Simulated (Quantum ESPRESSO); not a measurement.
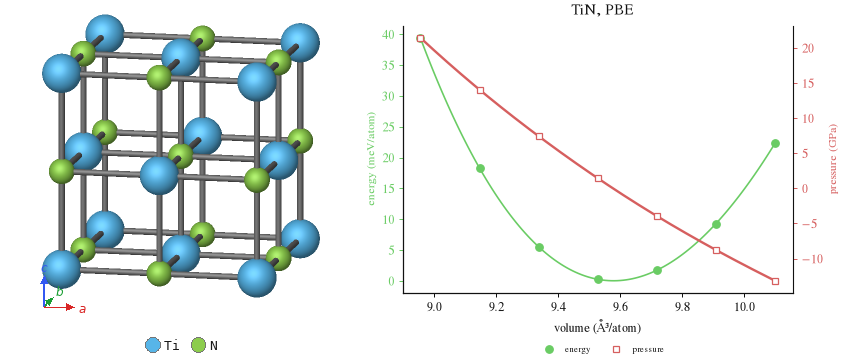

The picture above shows the energy and pressure against volume for TiN, space group Fm-3m (No. 225) (cell built by us, not taken from a database). The conventional cell is drawn beside the plot.

Cell as given: a = 2.998 Å, b = 2.998 Å, c = 2.998 Å, α = 60.00°, β = 60.00°, γ = 60.00°; 2 atoms.

How it was computed, with Quantum ESPRESSO 7.5: plane-wave DFT, no spin polarisation; energies at scaled volumes of the given cell, shape and fractions fixed, counted from the fit's minimum, third-order Birch-Murnaghan fit. Level: PBE.

| setting | value |
| --- | --- |
| k mesh | 16×16×16 |
| occupations | Methfessel–Paxton |
| smearing width | 0.2 eV |
| potentials | GBRV 1.5 PBE |
| wave cutoff | 612.3 eV |
| density cutoff | 4898 eV |

Q: How stiff is the solid, and where is its volume at rest?

A: A third-order Birch–Murnaghan fit gives V0 = 9.58 Å³/atom, B0 = 277 GPa and B′ = 4.2.

Q: What does the pressure do across the range?

A: It falls from 21.43 GPa at volume 8.96 Å³/atom to −13.16 GPa at 10.10 Å³/atom, and changes sign near 9.58 Å³/atom.
